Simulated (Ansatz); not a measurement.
Input file:

```
crystal:
  lattice:
    - [3.1261704254, 0.0, 0.0]
    - [-1.5630852127, 2.707343005, 0.0]
    - [0.0, 0.0, 12.1574390416]
  atoms:
    - { symbol: Mo, position: [0.6666666667, 0.3333333333, 0.75] }
    - { symbol: Mo, position: [0.3333333333, 0.6666666667, 0.25] }
    - { symbol: S, position: [0.6666666667, 0.3333333333, 0.377] }
    - { symbol: S, position: [0.3333333333, 0.6666666667, 0.877] }
    - { symbol: S, position: [0.6666666667, 0.3333333333, 0.123] }
    - { symbol: S, position: [0.3333333333, 0.6666666667, 0.623] }
hamiltonian:
  xc: rpbe
  pseudopotentials: { kind: paw }
  dispersion: d4
kpoints:
  mp_grid: { grid: [10, 10, 3] }
scf:
  occupations: { method: fermi_dirac, width: 0.05 }
output:
  forces: true
  stress: true
  eigenvalues: true
  write_density: true
  write_potential: true
  elf: true
  volumetric_format: npy
```

Launched as:

```sh
ansatz run input.yaml --threads 2 --pin off --max-ram 5120MiB --backend cpu --events-out ev --progress --plain --runs-dir out
```

Below, planes, directions and counts refer to the conventional cell (a = 3.13 Å, b = 3.13 Å, c = 12.16 Å, α = 90.00°, β = 90.00°, γ = 120.00°).

Space group P6₃/mmc; not relaxed (largest force 0.7 eV/Å); computed pressure about 3 GPa in this cell.

Level of theory: Kohn-Sham DFT of a periodic cell, RPBE with D4, Ansatz PAW (Ansatz).

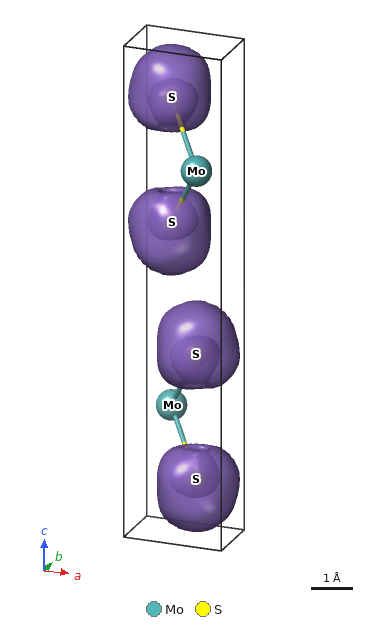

MoS₂. Isosurface of the electron localisation function at 0.75 (purple), seen slightly off an axis. Core shells and regions of very low density are left out. Sticks mark near contacts.

### Where are the electrons localised?

At this value the surface marks out four regions wrapped around S (the valence shell of each), counted in one cell of 6 atoms. Any copies at cell faces, edges or corners count once. Along the contacts the grid gives the following. Mo–S (2.38 Å): the ELF peaks at about 0.85 in the valence shell of S, 0.8 Å from its nucleus, and is about 0.45 at the midpoint.

### Metal or insulator at this level of theory?

It is gapped, with a Kohn–Sham gap of 0.93 eV on the k-point mesh (the band edges may lie off the mesh, which would make the gap smaller).
